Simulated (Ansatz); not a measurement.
The Ansatz input:

```
crystal:
  lattice:
    - [0.0732731998, 2.803195345, 2.803195345]
    - [2.803195345, 0.0732731998, 2.803195345]
    - [2.803195345, 2.803195345, 0.0732731998]
  atoms:
    - { symbol: Ag, position: [0.0, 0.0, 0.0] }
    - { symbol: Cl, position: [0.5, 0.5, 0.5] }
kpoints:
  mp_grid: { grid: [8, 8, 8] }
  band_path:
    path:
      - [0.0, 0.0, 0.0]
      - [0.5, 0.0, 0.5]
      - [0.625, 0.25, 0.625]
      - [0.375, 0.375, 0.75]
      - [0.5, 0.5, 0.5]
      - [0.5, 0.25, 0.75]
      - [0.0375, 0.0375, 0.075]
      - [0.0, 0.0, 0.5]
    npoints: 1
hamiltonian:
  xc: r2scan
scf:
  occupations: { method: fixed }
  n_extra_bands: 4
output:
  forces: true
  stress: true
  eigenvalues: true
  write_density: true
  write_potential: true
  elf: true
  volumetric_format: npy
```

Command:
```bash
ansatz run input.yaml --threads 4 --pin off --max-ram 3686MiB --backend cpu --events-out ev --progress --plain --runs-dir out
```

Predict the main features of the density of states.

There is a gap; over the k points computed it is 1.43 eV (indirect; the smallest direct gap is 3.58 eV). The upper group of valence states starts about 5.4 eV under the valence-band top (which lies at −0.7 eV on this axis), with a gap beneath it; it holds about 16 electrons a cell. Within the window shown, the tallest peak of the filled states lies 2.1 eV under the valence-band top, at about 9.6 states per eV and cell.

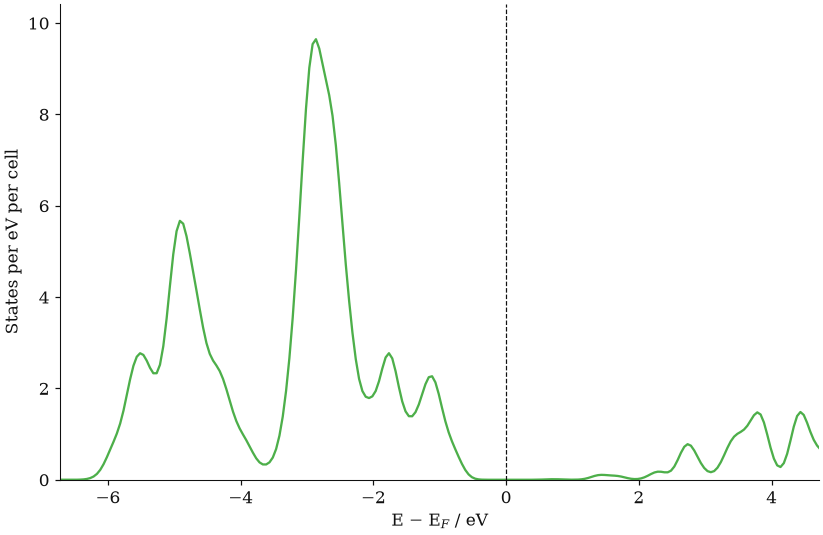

Density of states. Energies are counted from the Fermi level, put mid-gap where there is a gap. The curve is built from the levels of the k mesh with Gaussians 0.3 eV wide, which also blur the band edges.
